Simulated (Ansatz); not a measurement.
MoS2

```
Mo S
1.0
     5.94852    0.00000    0.00000
     0.00000    5.94852    0.00000
     0.00000    0.00000    5.94852
Mo S
4 8
Cartesian
  0.0000 0.0000 0.0000
  2.9743 2.9743 0.0000
  2.9743 0.0000 2.9743
  0.0000 2.9743 2.9743
  1.4871 1.4871 1.4871
  4.4614 4.4614 1.4871
  4.4614 1.4871 4.4614
  1.4871 4.4614 4.4614
  4.4614 1.4871 1.4871
  1.4871 4.4614 1.4871
  1.4871 1.4871 4.4614
  4.4614 4.4614 4.4614
```

Space group Fm-3m; a structure generated by program, which may or may not match a known phase; spin-polarised.

Theory: DFT PBE, scalar-relativistic, plane waves, PAW (Ansatz).

Core electrons are frozen (PAW), and the valence fields are smoothed inside the atomic spheres.

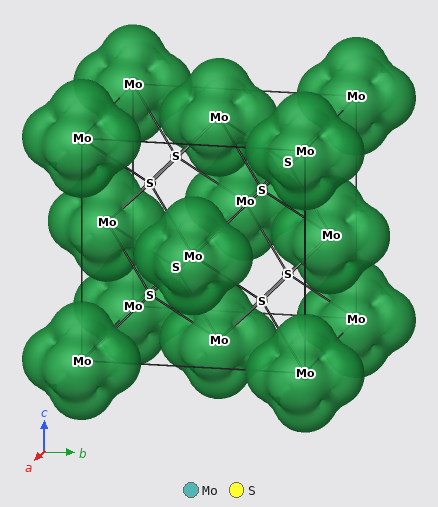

Figure 1. Isosurface of the spin density (up minus down) at +0.04 e/Å³ (green), seen slightly off an axis. Sticks mark near contacts.

Where is the spin, and how is it ordered?

The spin density sits on Mo: +1.4 μB (×4) in one cell of 12 atoms: parallel main moments, as they must be, since the calculation's own cell holds one magnetic site. The cell of the calculation (3 atoms) carries 1.9 μB of net spin moment.

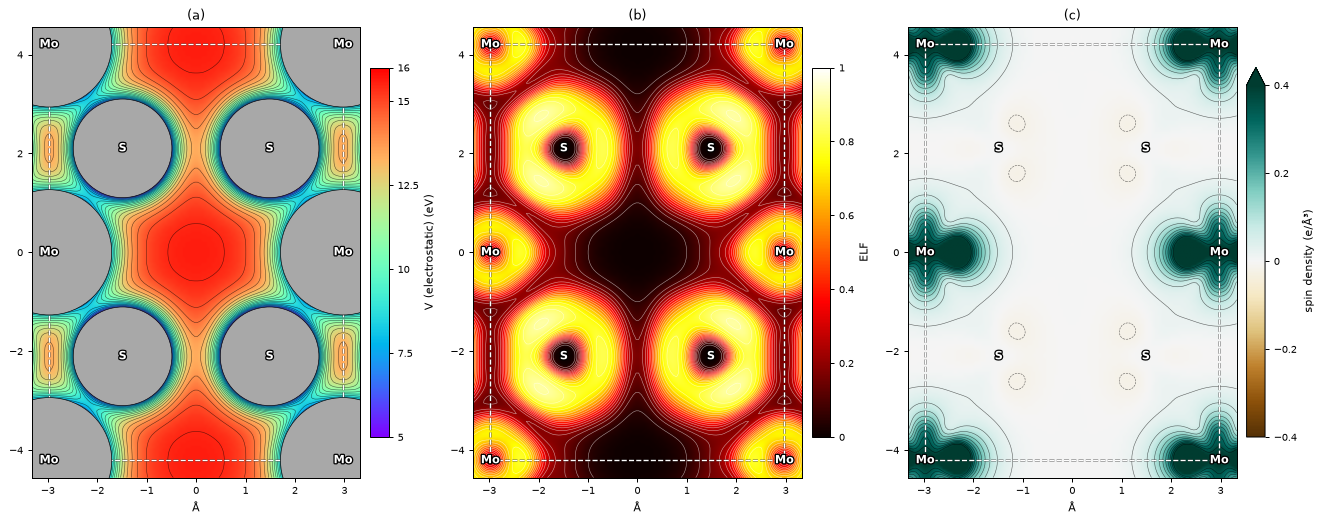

Figure 2. (a) electrostatic potential (local pseudopotential plus Hartree) felt by an electron; (b) ELF; (c) magnetisation density (up minus down) on the (110) plane of the conventional cell. Grey discs cover the atomic cores in the potential map.

Describe what can be read from this map.

The section cuts through Mo and S sites. Mo–S (2.58 Å): the ELF peaks at about 0.90 in the valence shell of S, 0.8 Å from its nucleus, and is about 0.45 at the midpoint. The features right at Mo lie inside the PAW spheres, where the map follows smoothed inner orbitals and isn't to be read closely.

Does the calculation give a band gap?

It is metallic or semimetallic at this level of theory: no gap opens; semilocal functionals without U, or without the true magnetic order, often close the gap of such compounds.
